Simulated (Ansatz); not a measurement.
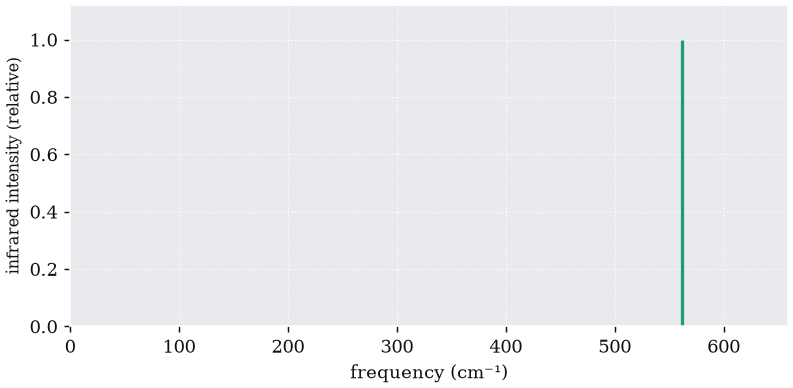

The plot gives the computed infrared spectrum of the zone-centre phonons for Li₂S, space group Fm-3m (No. 225). The spectrum is scaled to its strongest line. These are zero-field (TO) frequencies; inactive modes don't show.

Structure:
```
Li S
1.0
     0.00000    2.51742    2.51742
     2.51742    0.00000    2.51742
     2.51742    2.51742    0.00000
Li S
2 1
Direct
  0.25000 0.25000 0.25000
  0.75000 0.75000 0.75000
  0.00000 0.00000 0.00000
```

Method: infrared-active and silent optical phonons at the zone centre of an insulator with atoms at rest in the given cell, intensity summed over the level, zero macroscopic field, imaginary frequencies are negative, field response on a mesh refined by the program; PAW (Ansatz 0.2.0). Level: LDA, no spin polarisation.

```csv
setting,value
wave cutoff,420 eV
k mesh,8×8×8
occupations,fixed
pressure,25 GPa
```

> Which are the strongest infrared lines?

The strongest infrared line is at 561.8 cm⁻¹, the only infrared-active level.
